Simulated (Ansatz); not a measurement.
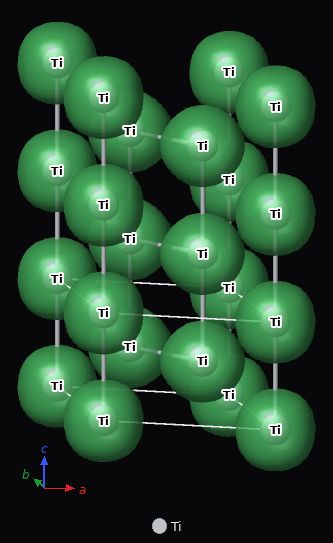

Ti. Isosurface of the valence pseudo-density at 0.3 e/Å³ (green), seen slightly off an axis. Sticks mark near contacts.

Space group P6/mmm; a structure from a database of computed crystals, not necessarily the ambient phase; computed without spin polarisation.

Computed with DFT r2SCAN, scalar-relativistic, plane waves, PAW (Ansatz).

In a PAW calculation such maps are meaningful between the atoms, not at the nuclei.

**Which contacts does the surface bridge?**

At this value the density breaks into separate islands; it holds about 80 % of the electrons treated as valence (semicore included). It bridges none of the near contacts. It is pinched off along the sampled Ti–Ti (2.64 Å) and Ti–Ti (2.82 Å) contacts. On the grid the lowest density along these lines, outside the cores, is 0.2 e/Å³ (Ti–Ti, 2.64 Å) and 0.19 e/Å³ (Ti–Ti, 2.82 Å).

**Does the calculation give a band gap?**

It is metallic or semimetallic at this level of theory: no gap opens.
